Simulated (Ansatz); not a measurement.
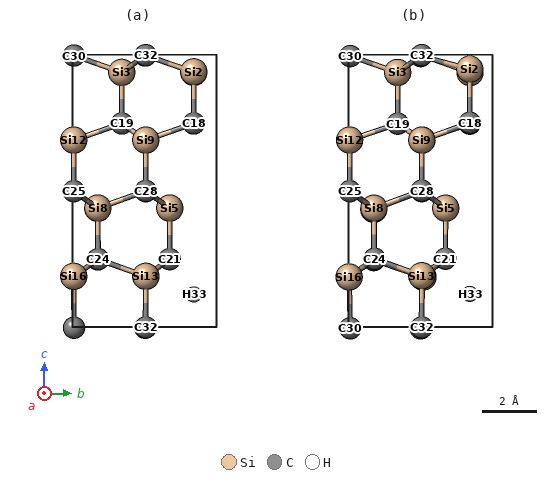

The structure of a defect cell of composition Si16HC16 (cell charge −1) before (left) and after (right) a relaxation, at one scale.

Style: ball-and-stick. Shown: the cell of the calculation, reduced to other axes, along the a axis. Lengths and directions refer to the drawn axes.

Case: H interstitial, charge -1, atoms relaxed at the host's cell.

Computed with DFT PBE, scalar-relativistic, plane waves, PAW in Ansatz. Settings: plane-wave cutoff 420 eV; k-point mesh 2 × 2 × 2; occupations gaussian; smearing width 0.01 eV; no spin polarisation; atoms relaxed in a fixed cell; force threshold 0.025 eV/Å; at most 45 steps.

Describe what moved and what it gained.

After 4 geometry steps the energy has fallen by 0.316 eV per cell of the calculation. The largest force component goes from 2.1 to 0.0074 eV/Å. A Si atom moves most: 0.100 Å along +c. Largest moves by element: Si 0.100 Å, C 0.029 Å, H 0.020 Å. The cell stays as it was. Among the contacts that change: H–Si 1.847 → 1.767 Å, C–Si 1.919 → 1.993 Å, C–Si 1.898 → 1.937 Å, C–Si 1.902 → 1.880 Å. Bond angles that change, for instance: Si–C–Si 107.8° → 102.3°, Si–C–Si 108.4° → 104.6°, C–Si–C 108.6° → 104.9°.

Limits of the set-up: the periodic images lie only 6.2 Å apart, so the values are limited by the cell's size; the cell is charged, on a uniform background, and energies carry no finite-size correction.
